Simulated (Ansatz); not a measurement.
MgZn₃₁O₃₂ (cell with a defect)

MgZn₃₁O₃₂ (cell with a defect), 64 atoms, a = 10.16 Å, b = 10.16 Å, c = 10.16 Å, α = 99.62°, β = 112.05°, γ = 117.23°.

These are results of Ansatz 0.2.0, DFT PBE, scalar-relativistic, plane waves, PAW, not measurements.

Predict the valence pseudo-density and electron localisation function between the atoms.

Zn–O (2.00 Å): ρ is about 0.58 e/Å³ halfway; the ELF peaks at about 0.85 in the valence shell of O, 0.6 Å from its nucleus, and is about 0.25 at the midpoint; no localised pair shows between them.

Does the calculation make it a metal, or give it a gap?

It is gapped, with a Kohn–Sham gap of 1.7 eV on the k-point mesh (the band edges may lie off the mesh, which would make the gap smaller).

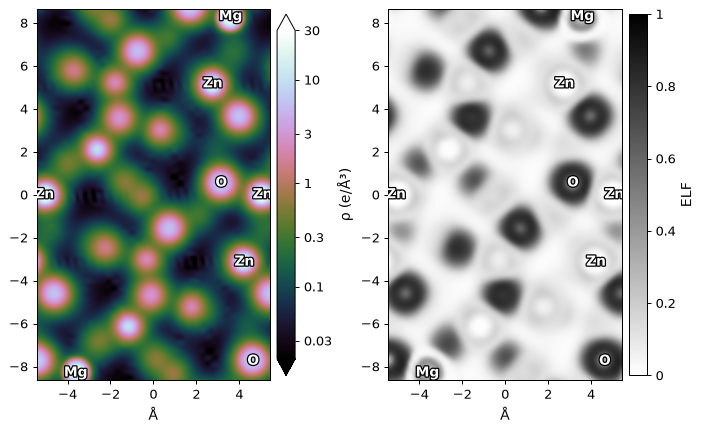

Computed valence pseudo-density and electron localisation function on the (101) plane of the calculation cell, in this order. Atoms just off the plane (Zn, 0.4 Å away and O, 0.3 Å away) can leave unmarked features too.

In a PAW calculation such maps are meaningful between the atoms, not at the nuclei.
